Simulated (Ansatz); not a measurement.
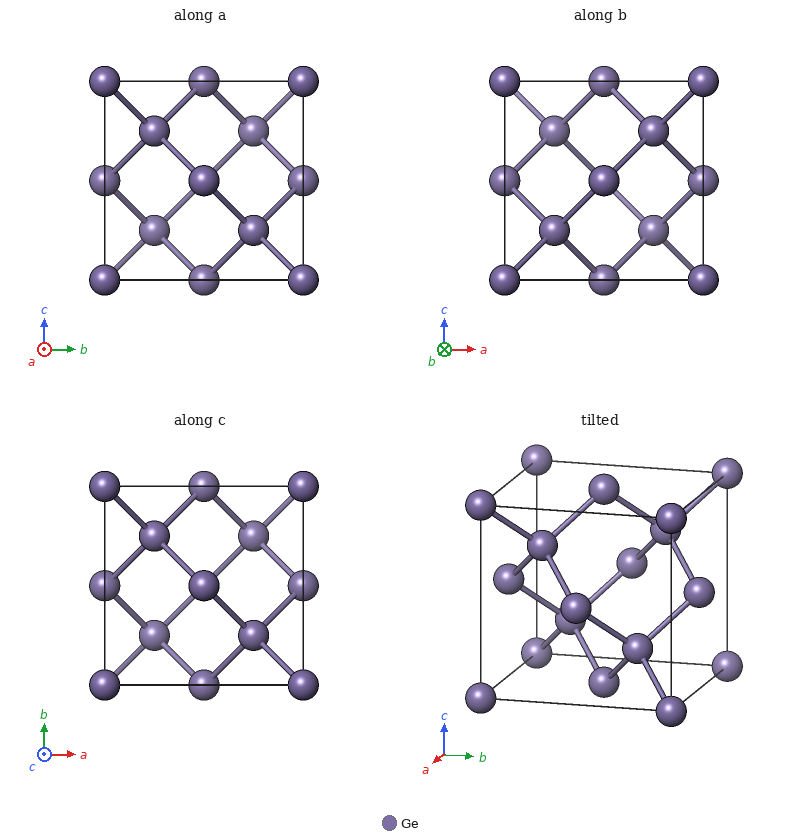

The crystal in a ball-and-stick representation, seen along the a axis, along the b axis, along the c axis and slightly off an axis. The parallelepiped is the conventional unit cell.

Lattice parameters: a = 5.7613 Å, b = 5.7613 Å, c = 5.7613 Å, α = 90.000°, β = 90.000°, γ = 90.000°.

From the views, write a CIF with its space group and independent sites.

```cif
data_structure
_symmetry_space_group_name_H-M 'F d -3 m :1'
_symmetry_Int_Tables_number 227
_cell_length_a 5.7613
_cell_length_b 5.7613
_cell_length_c 5.7613
_cell_angle_alpha 90.000
_cell_angle_beta 90.000
_cell_angle_gamma 90.000
_cell_volume 191.24
loop_
_atom_site_label
_atom_site_type_symbol
_atom_site_symmetry_multiplicity
_atom_site_Wyckoff_symbol
_atom_site_fract_x
_atom_site_fract_y
_atom_site_fract_z
_atom_site_occupancy
Ge1 Ge 8 a 0.0000 0.0000 0.0000 1
```

Provenance: a structure type filled with this element by a generator (whether the element takes this form wasn't checked). It was relaxed with DFT PBE, scalar-relativistic, plane waves, PAW in Ansatz 0.2.0.
